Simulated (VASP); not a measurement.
## Run report: SiO2, molecular dynamics (part 8 of 8)

SiO2 (disordered cell, 24 atoms in the cell); Kohn-Sham DFT of a periodic cell, PBE, VASP PAW PBE potentials, recommended, no spin polarisation (VASP 6.6.1); cutoff 520 eV, 1×1×1 k-mesh, fermi-dirac of 0.2585 eV. It belongs to a series of runs on one base structure; here: Langevin dynamics at 3000 K from the last frame before.

Geometry of the input (Å; fractional positions):
```
7.3166  0.0184  -0.3035
0.0184  7.3674  -0.1003
-0.3035  -0.1003  6.9127
Si 0.2587  0.3610  0.9802
Si 0.9339  0.1359  0.8883
Si 0.3110  0.1783  0.6836
Si 0.4163  0.5781  0.6314
Si 0.8089  0.7179  0.7592
Si 0.0997  0.8541  0.5153
Si 0.7220  0.2926  0.5010
Si 0.0731  0.6487  0.1164
O  0.3345  0.0363  0.4933
O  0.0598  0.1541  0.7036
O  0.9376  0.6087  0.9325
O  0.2508  0.5073  0.1762
O  0.6686  0.1608  0.3089
O  0.3614  0.3587  0.5393
O  0.2354  0.6957  0.4957
O  0.6960  0.5157  0.5093
O  0.6932  0.2316  0.7433
O  0.0417  0.2225  0.0614
O  0.8247  0.9222  0.8681
O  0.9265  0.7653  0.5928
O  0.9920  0.8296  0.2659
O  0.3084  0.5046  0.8203
O  0.3721  0.1686  0.9112
O  0.5978  0.6893  0.7164
```

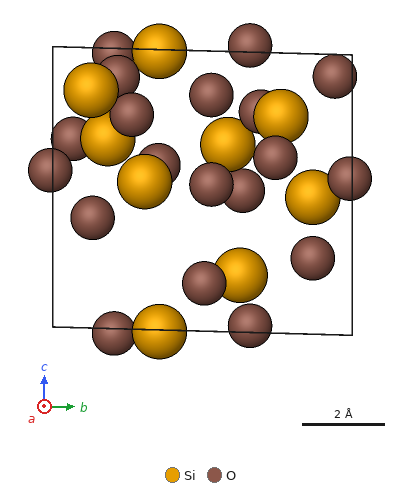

**Figure 1.** The geometry at step 35 of the log (spheres-only view of the cell of the calculation, along the a axis).

Trajectory as extended XYZ, continued
```
24
Lattice="7.3166 0.0184 -0.3035 0.0184 7.3674 -0.1003 -0.3035 -0.1003 6.9127" Properties=species:S:1:pos:R:3:forces:R:3 step=30 energy=-169.39719 temperature=2788.3
Si    1.8945    2.7268   -0.1111   -2.1763   0.8152  -0.6656
Si    6.6420    0.8360    5.4409   -6.4049   2.3463   7.7906
Si    2.0287    1.1876    4.5221    2.0020   0.1547  -0.1095
Si    2.9519    4.1639    4.4781    0.3450  -0.3017  -2.3215
Si    5.9514    5.5981    5.1993   -4.0096  -3.4011   1.3605
Si    0.9057    6.2282    3.3812   -1.3911  -2.7499  -2.1300
Si    4.9224    2.2094    3.4067   -2.8658  -5.6695   1.3711
Si    0.1843    4.5563    1.2163    0.5800   4.9489   2.3615
O     2.1892    7.1871    3.4954    1.8918   2.4610   1.1947
O     0.1994    0.4008    4.6463    6.9400   0.0779  -7.3773
O     6.6232    4.8610   -0.2910   -1.1915  -3.0959  -2.9826
O     1.4229    3.5840    1.2589    1.6962  -1.6965  -1.0511
O     4.3116    1.0138    2.4734    2.5272   0.8834   0.2646
O     2.9554    2.4662    3.8379   -2.3950  -0.6493   0.7997
O     1.7886    4.7349    3.3472    1.1687   1.6439   1.2176
O     4.7559    3.6993    3.3157    1.2407   4.3346  -1.4402
O     5.3281    1.7217    5.0777    0.3887   0.8339  -2.9293
O     0.2769    1.5932    6.7813    0.3577   1.6215   0.8201
O     6.0577    6.8706    6.1260   -0.1049   3.7419  -1.4406
O     7.0040    5.5218    4.0064   -0.6232  -0.4527  -0.3681
O     0.2960    6.3969    1.6496    1.3397  -3.9239   3.9085
O     1.8388    3.8072    5.6551   -0.7031   0.9194   1.8995
O     2.6271    1.6548    6.0638    0.5411  -3.6782  -0.3358
O     4.1901    5.0885    5.1385    0.8432   0.8332   0.1496
24
Lattice="7.3166 0.0184 -0.3035 0.0184 7.3674 -0.1003 -0.3035 -0.1003 6.9127" Properties=species:S:1:pos:R:3:forces:R:3 step=32 energy=-168.98891 temperature=3049.2
Si    1.5145    2.5939    6.7947    0.9618   2.4259  -1.9183
Si    6.6406    0.8463    5.5017   -7.7336  -0.7854   1.2338
Si    2.0414    1.2384    4.5274    1.5461  -0.2877  -0.0188
Si    2.9985    4.1880    4.4423    0.2238  -0.2906  -1.0628
Si    5.9276    5.5998    5.1379   -3.2251  -4.2477   2.5590
Si    0.8815    6.2909    3.3349   -1.7807  -4.0846  -0.4000
Si    4.8495    2.2096    3.4071   -2.3862  -3.9037   1.6069
Si    0.2350    4.5416    1.2585   -2.2107   6.8696   2.7762
O     2.1327    7.2100    3.5902    4.2546   1.9673  -0.0111
O     0.2548    0.4091    4.6574    3.0325   1.3065  -4.2184
O     6.6864    4.8769   -0.2272   -1.9841  -2.3103  -4.1918
O     1.4597    3.6833    1.1912    4.4383  -4.9143  -1.1538
O     4.3243    0.9935    2.4732    2.2232   0.6848   0.0946
O     3.0568    2.5027    3.8532   -2.9586  -1.3183   0.7938
O     1.7779    4.6782    3.3685    1.0216   2.8622   0.5724
O     4.7961    3.7422    3.3363    1.4465   2.9520  -1.7771
O     5.3315    1.7837    5.0808    1.3055  -0.0947  -2.2251
O     0.3215    1.5015    6.7204    1.6455   3.3793   4.3737
O     6.0078    6.8351    6.0947    0.3205   4.9733  -0.9373
O     7.0035    5.4945    3.9975    0.2262   0.2178  -1.3011
O     0.3686    6.4123    1.6938    0.8261  -3.3120   2.9797
O     1.8665    3.8287    5.6595   -0.4653  -0.0763   1.7813
O     2.6152    1.6382    6.0425    0.0485  -2.6172   0.6382
O     4.2961    5.0649    5.1588   -0.7732   0.5937  -0.1902
24
Lattice="7.3166 0.0184 -0.3035 0.0184 7.3674 -0.1003 -0.3035 -0.1003 6.9127" Properties=species:S:1:pos:R:3:forces:R:3 step=33 energy=-168.97727 temperature=3091.5
Si    1.4754    2.5786    6.7915    2.9464   3.2066  -2.4316
Si    6.6250    0.8584    5.5351   -6.8501  -1.7186  -1.6343
Si    2.0485    1.2636    4.5384    1.2098  -0.8690  -0.2544
Si    3.0316    4.2109    4.4262   -0.2664  -0.5258  -0.7779
Si    5.9064    5.5905    5.0965   -1.9218  -3.2111   3.3661
Si    0.8678    6.3149    3.3050   -0.9840  -3.8494   1.3595
Si    4.8065    2.2183    3.4118   -1.8014  -2.7822   1.5058
Si    0.2404    4.5465    1.2864   -1.6925   6.2311   2.9423
O     2.1238    7.2234    3.6286    4.7506   1.2230  -0.7331
O     0.2993    0.4164    4.6557    0.5406   2.1162  -2.1261
O     6.6997    4.8720   -0.2007   -2.2994  -1.8490  -4.5267
O     1.4877    3.7143    1.1481    3.9961  -4.7178  -0.8494
O     4.3281    0.9894    2.4831    2.0881   0.5921  -0.0485
O     3.0930    2.5174    3.8670   -3.2353  -1.3334   0.8557
O     1.7675    4.6579    3.3645    1.2843   3.0394   0.5358
O     4.8103    3.7798    3.3433    1.2244   1.8751  -1.7887
O     5.3361    1.8101    5.0668    1.5208  -0.2575  -1.7569
O     0.3515    1.4678    6.7189    0.9498   2.9187   4.8981
O     5.9853    6.8408    6.0701    0.3642   4.0783  -1.0167
O     7.0005    5.4722    3.9823    0.4646   0.6014  -1.5293
O     0.3959    6.4052    1.7203    0.3423  -2.8987   1.7113
O     1.8666    3.8335    5.6594   -0.0802  -0.4691   1.3306
O     2.6121    1.5978    6.0426   -0.2568  -1.6065   1.2459
O     4.3482    5.0686    5.1710   -2.2974   0.2109  -0.2760
24
Lattice="7.3166 0.0184 -0.3035 0.0184 7.3674 -0.1003 -0.3035 -0.1003 6.9127" Properties=species:S:1:pos:R:3:forces:R:3 step=34 energy=-168.68995 temperature=3018.3
Si    1.4502    2.5566    6.7787    4.1576   4.3649  -2.2035
Si    6.6049    0.8601    5.5546   -5.7542  -1.4863  -2.9656
Si    2.0690    1.2817    4.5566    0.6724  -1.4260  -1.0292
Si    3.0657    4.2330    4.4169   -0.7101  -0.6452  -0.6876
Si    5.8836    5.5726    5.0544   -0.1812  -1.7988   4.0577
Si    0.8493    6.3388    3.2753    0.1592  -3.3605   3.8349
Si    4.7482    2.2184    3.4143   -0.3502  -1.3262   1.3541
Si    0.2489    4.5648    1.3051    0.0546   4.8343   3.2321
O     2.1216    7.2387    3.6546    4.9209   0.5079  -1.3318
O     0.3224    0.4207    4.6371   -1.1638   2.6208  -0.7497
O     6.7241    4.8708   -0.1815   -2.8813  -1.4696  -5.1414
O     1.5213    3.7297    1.1060    2.6835  -3.9295  -0.3112
O     4.3458    0.9728    2.4981    1.8114   0.4389  -0.2357
O     3.1282    2.5354    3.8817   -3.9751  -1.3847   1.0817
O     1.7625    4.6467    3.3627    1.5106   3.0404   0.6134
O     4.8284    3.8219    3.3516    0.7868   0.4958  -1.7881
O     5.3338    1.8475    5.0552    1.8319  -0.6160  -1.2437
O     0.3801    1.4357    6.7264   -0.6647   1.6846   4.5042
O     5.9578    6.8461    6.0443    0.3464   3.1095  -1.1484
O     6.9957    5.4590    3.9725    0.8493   0.8293  -1.9192
O     0.4221    6.3867    1.7424   -0.2426  -2.4540  -0.0821
O     1.8810    3.8303    5.6746    0.2613  -0.6384   0.6251
O     2.5948    1.5519    6.0503    0.1731  -1.0319   1.6848
O     4.3940    5.0670    5.1882   -4.3024  -0.3481  -0.1618
24
Lattice="7.3166 0.0184 -0.3035 0.0184 7.3674 -0.1003 -0.3035 -0.1003 6.9127" Properties=species:S:1:pos:R:3:forces:R:3 step=35 energy=-168.09246 temperature=2699.8
Si    1.4285    2.5285    6.7632    5.5064   5.9208  -1.9295
Si    6.5712    0.8736    5.5683   -3.5509  -0.8740  -3.3435
Si    2.1005    1.2926    4.5690    0.0032  -1.7412  -1.5071
Si    3.0987    4.2488    4.4232   -1.3434  -0.8037  -1.0000
Si    5.8619    5.5515    5.0174    2.3473  -0.1490   4.3488
Si    0.8298    6.3506    3.2483    1.3683  -2.7197   6.8892
Si    4.6995    2.2200    3.4153    1.3284  -0.3785   0.8998
Si    0.2644    4.5901    1.3274    1.3924   3.2843   2.2136
O     2.1154    7.2552    3.6695    5.0353  -0.2643  -1.8847
O     0.3377    0.4313    4.6232   -2.3949   2.8889   0.2043
O     6.7405    4.8672   -0.1811   -2.5181  -1.3696  -4.5378
O     1.5570    3.7141    1.0627    0.9042  -2.4699   0.6105
O     4.3672    0.9518    2.5180    1.5785   0.4114  -0.3057
O     3.1476    2.5489    3.8881   -4.7846  -1.4090   1.3972
O     1.7544    4.6291    3.3490    1.7478   3.0566   0.7827
O     4.8360    3.8641    3.3627    0.2891  -0.6995  -1.8968
O     5.3387    1.8807    5.0323    1.7692  -0.6707  -0.7545
O     0.4127    1.4117    6.7451   -3.6113  -0.5251   3.4674
O     5.9371    6.8654    6.0189    0.0800   1.7273  -1.3193
O     6.9932    5.4340    3.9530    0.8600   1.1273  -1.9031
O     0.4422    6.3714    1.7641   -0.8956  -2.0968  -2.5366
O     1.8996    3.8233    5.6867    0.5423  -0.6416  -0.0530
O     2.5757    1.5155    6.0664    0.8629  -0.7920   1.6683
O     4.4326    5.0543    5.1892   -6.5199  -0.7915   0.4741
24
Lattice="7.3166 0.0184 -0.3035 0.0184 7.3674 -0.1003 -0.3035 -0.1003 6.9127" Properties=species:S:1:pos:R:3:forces:R:3 step=37 energy=-167.39883 temperature=2343.4
Si    1.3916    2.4933    6.7171    5.5881   6.7127  -1.1078
Si    6.4888    0.9073    5.5682    0.9592   0.3029  -2.8602
Si    2.1629    1.3084    4.5724   -0.8986  -0.8574   0.2195
Si    3.1327    4.2862    4.4225   -2.2624  -1.4004  -1.3619
Si    5.8443    5.5011    4.9736    3.5651   0.8939   4.2967
Si    0.8036    6.3468    3.2164    3.2891  -1.1530  10.7432
Si    4.6407    2.2069    3.4257    3.7723   0.6371  -0.7139
Si    0.2877    4.6382    1.3494    2.5785   0.6930   0.2067
O     2.1313    7.3105    3.7108    4.0919  -2.9023  -3.4464
O     0.3495    0.4757    4.6207   -3.3311   2.6678   0.5267
O     6.7594    4.8427   -0.1961   -2.0594  -1.1143  -3.8885
O     1.6175    3.7028    0.9991   -1.0726  -0.7837   1.6976
O     4.4205    0.9162    2.5087    1.3020   1.1062   0.3402
O     3.1571    2.5594    3.8947   -5.3422  -1.0321   1.5546
O     1.7617    4.6227    3.3433    1.7492   3.2207   0.6588
O     4.8518    3.9580    3.3724   -0.6627  -2.8685  -2.0859
O     5.3647    1.9489    4.9920    0.9256  -0.3703  -0.3272
O     0.4201    1.3513    6.8264   -6.1943  -1.7897   1.9166
O     5.9209    6.8994    5.9444   -0.9413  -0.9806  -1.1446
O     6.9845    5.3917    3.8960    0.6498   1.5936  -1.4883
O     0.4694    6.3207    1.7668   -1.2967  -1.1260  -4.9506
O     1.9465    3.8183    5.6910    0.5244  -0.6946  -0.7710
O     2.5521    1.4718    6.1251    1.4457  -0.7958   0.0615
O     4.4338    5.0015    5.1987   -6.3922   0.0410   1.9096
24
Lattice="7.3166 0.0184 -0.3035 0.0184 7.3674 -0.1003 -0.3035 -0.1003 6.9127" Properties=species:S:1:pos:R:3:forces:R:3 step=38 energy=-167.67980 temperature=2488.3
Si    1.3926    2.4921    6.6847    4.0071   5.7994  -0.2895
Si    6.4437    0.9164    5.5500    3.1286   0.6899  -2.0499
Si    2.2020    1.3131    4.5752   -1.4537  -0.8084   0.9073
Si    3.1421    4.3113    4.4312   -2.7552  -1.8384  -1.9103
Si    5.8451    5.4793    4.9766    3.1490   0.4354   4.0754
Si    0.8043    6.3476    3.2231    3.0335  -0.8196   9.5732
Si    4.6146    2.1899    3.4246    4.5201   1.1393  -1.2487
Si    0.3022    4.6677    1.3613    2.1471  -0.4563  -1.2646
O     2.1353   -0.0389    3.8158    3.4784  -3.4453  -3.5979
O     0.3465    0.4971    4.6262   -3.0434   2.2036   0.1767
O     6.7591    4.8319   -0.2076   -1.6103  -1.0841  -3.2448
O     1.6198    3.7104    0.9743   -1.2392  -0.6721   1.6848
O     4.4735    0.9001    2.4943    1.0399   1.3561   0.6341
O     3.1425    2.5588    3.8955   -4.7225  -0.8109   1.3089
O     1.7842    4.6150    3.3347    1.4796   3.4770   0.6219
O     4.8544    4.0091    3.3629   -1.1275  -3.6743  -2.0601
O     5.3866    1.9792    4.9746    0.0621   0.0614  -0.5136
O     0.7098    1.4253   -0.0476   -5.6510  -0.7264   1.0471
O     5.9153    6.9016    5.8964   -1.3959  -1.6726  -0.8561
O     6.9679    5.3588    3.8645    0.7633   1.8909  -1.2437
O     0.4690    6.2969    1.7462   -0.7579  -0.2270  -3.1184
O     1.9828    3.8312    5.6850    0.3353  -0.8640  -0.6320
O     2.5554    1.4592    6.1519    1.5342  -0.8141  -0.5848
O     4.4209    4.9656    5.2083   -4.9186   0.8534   2.5563
24
Lattice="7.3166 0.0184 -0.3035 0.0184 7.3674 -0.1003 -0.3035 -0.1003 6.9127" Properties=species:S:1:pos:R:3:forces:R:3 step=39 energy=-168.30242 temperature=2649.6
Si    1.3921    2.5018    6.6543    2.2380   4.4873   0.6138
Si    6.4052    0.9287    5.5177    4.9283   0.4559  -0.8314
Si    2.2332    1.3096    4.5779   -2.0427  -1.1609   1.4104
Si    3.1495    4.3308    4.4468   -3.9895  -2.4633  -2.9585
Si    5.8464    5.4619    4.9833    2.0546  -0.1232   4.1552
Si    0.8196    6.3523    3.2420    2.2542  -0.9358   7.0076
Si    4.6001    2.1876    3.4163    4.1131   1.7273  -1.2029
Si    0.3140    4.6944    1.3702    1.5435  -1.8915  -2.7416
O     2.1632   -0.0347    3.8046    2.7441  -3.2613  -3.2451
O     0.3294    0.5145    4.6328   -2.1386   1.6839  -0.4693
O     6.7635    4.8179   -0.2306   -1.2674  -1.0455  -2.7065
O     1.6138    3.7192    0.9644   -1.1879  -0.7548   1.4639
O     4.5293    0.9070    2.4746    0.7777   1.4415   0.8109
O     3.1007    2.5535    3.9017   -2.7951  -0.6127   0.5133
O     1.8079    4.6231    3.3290    1.2036   3.6708   0.6494
O     4.8608    4.0482    3.3455   -1.5041  -4.2201  -1.8846
O     5.4030    1.9985    4.9675   -1.1862   0.9784  -1.1697
O     0.6757    1.4033   -0.0093   -4.3630   0.8317   0.1275
O     5.9129    6.9129    5.8627   -1.8590  -2.5889  -0.7794
O     6.9435    5.3362    3.8301    0.9409   2.1339  -0.9798
O     0.4653    6.2680    1.7100    0.0218   1.3105  -0.0290
O     2.0121    3.8402    5.6725   -0.0515  -1.0116  -0.1564
O     2.5509    1.4477    6.1724    1.4825  -0.8410  -0.9697
O     4.3835    4.9324    5.2149   -1.9169   2.1968   3.3692
```

Summary

| quantity | value |
| --- | --- |
| outcome | finished |
| mean temperature over the second half | 2558 K |
| trajectory | 40 frames kept |
| electrons treated | 128 |
| potential energy (free energy of the electrons) (last step) | −168.3024 eV |
| Fermi energy of the self-consistent step (last step) | 1.600 eV |
| pressure (without the kinetic term) (last step) | 0.89 GPa |
| final volume (last step) | 371.87 Å³ |
| largest force (length of the vector) (last step) | 7.420 eV/Å |
| wall time | 25 min |
| peak memory | 0.43 GiB |

Notes

The k-point mesh is coarse for a cell of this size, so the results may not be converged.
